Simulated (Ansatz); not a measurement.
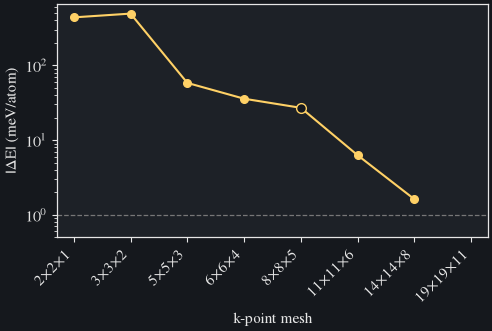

One cell, run at 8 values of the k-point mesh.
System: Os (P6_3/mmc, 2 atoms in the cell).
Method: DFT, r2SCAN, plane waves (500 eV) with PAW, scalar-relativistic (Ansatz 0.2.0); Fermi–Dirac smearing of 0.1 eV.
ΔE is the free energy less its value at the densest setting, 19×19×11.
Dashed lines or grey bands mark the tolerance: 1 meV/atom.
On logarithmic panels, open markers lie below the reference value and filled ones above.

From which setting is the free energy converged to 1 meV/atom?

The free energy at the last setting but one, 14×14×8, is still more than 1 meV/atom from the densest setting's value, so the scan doesn't show it converged. It is off by 440 meV/atom at 2×2×1, 490 meV/atom at 3×3×2, 36 meV/atom at 6×6×4 and 1.6 meV/atom at 14×14×8 (on both sides of it).
